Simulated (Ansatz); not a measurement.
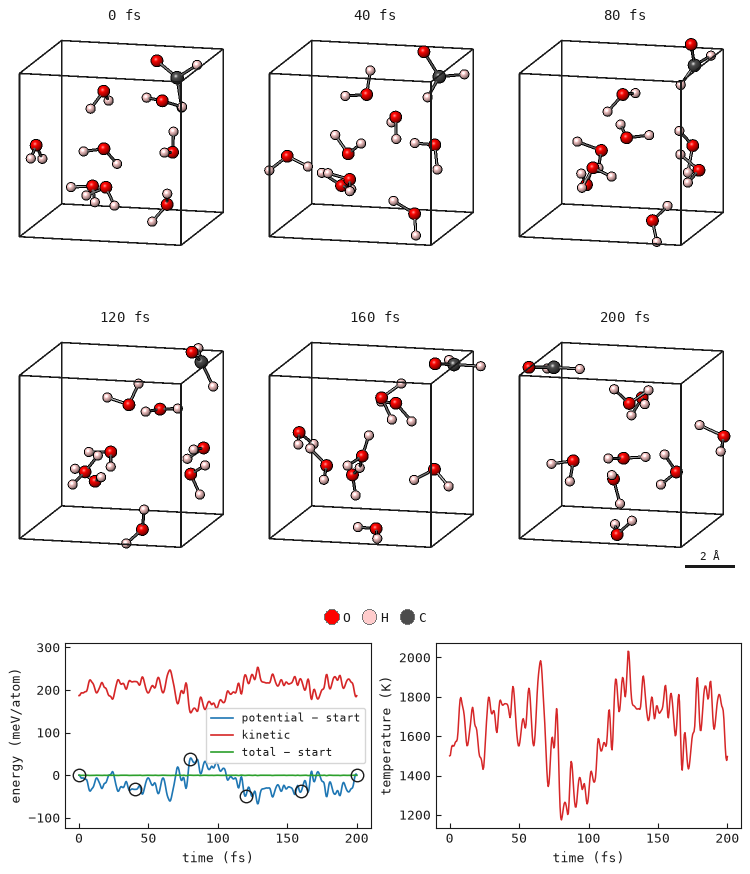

Molecular dynamics of a periodic cell with 8 H2O + 1 H2CO at 0.873 g/cm³, 200 fs long. It starts from the last geometry of an earlier run, with fresh velocities. Frames and the history of the run. The picture is a ball-and-stick view of the simulation cell, seen slightly off an axis. Atoms that leave the cell re-enter on the other side.

Level of theory: DFT PBE-D3(BJ), scalar-relativistic, plane waves, PAW in Ansatz 0.2.0. Set-up: plane-wave cutoff 420 eV; k-point mesh 1 × 1 × 1; Fermi-Dirac smearing 0.05 eV; constant energy (NVE); velocities drawn for 1500 K; time step 0.5 fs.

**Describe the run.**

Root-mean-square distances from the starting positions over the second half, with the common drift of all atoms taken out: H 2.20 Å, O 1.74 Å, C 1.41 Å. The molecules turn and drift from their places. Bond changes: one H–O bond forms at about 161 fs; one H–O bond breaks at about 182 fs. The mean temperature in the second half is 1698 K (standard deviation 144 K). The potential energy in the second half lies on average 25.0 meV per atom below the first frame. The total energy stays between −1 and 0.23 meV per atom of its start. A straight-line fit has a slope that amounts to −0.035 meV per atom over 200 fs (under 0.1 % of the mean kinetic energy), and the ripple about it is 0.9 % of the kinetic energy's fluctuation. With a drift under 2 % and a ripple under 7 %, the integration is accurate.

Limits of the set-up: the periodic images lie only 6.9 Å apart, so the values are limited by the cell's size.

Cost: 11 min on 1 thread of Arm Neoverse V1 (shared host), peak memory 0.38 GiB.
